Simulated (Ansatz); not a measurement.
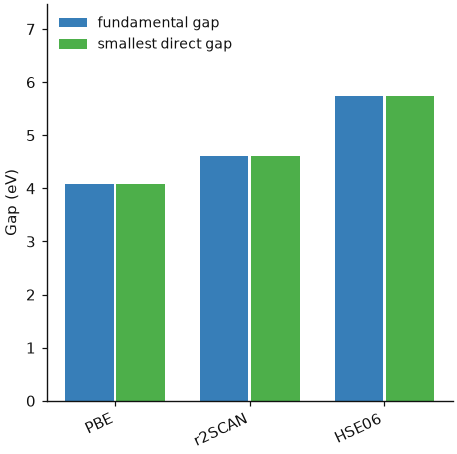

Gaps of HfO₂, space group Fm-3m (No. 225), 3 atoms in the cell, fluorite type, hydrostatic strain −4.0%, at several levels of theory on one cell (Ansatz, plane waves and PAW; edges over the mesh and the special points).

> How does the gap depend on the level, and does its kind change?

In rising order: PBE 4.09 eV, r2SCAN 4.62 eV and HSE06 5.75 eV. It is direct at every level.
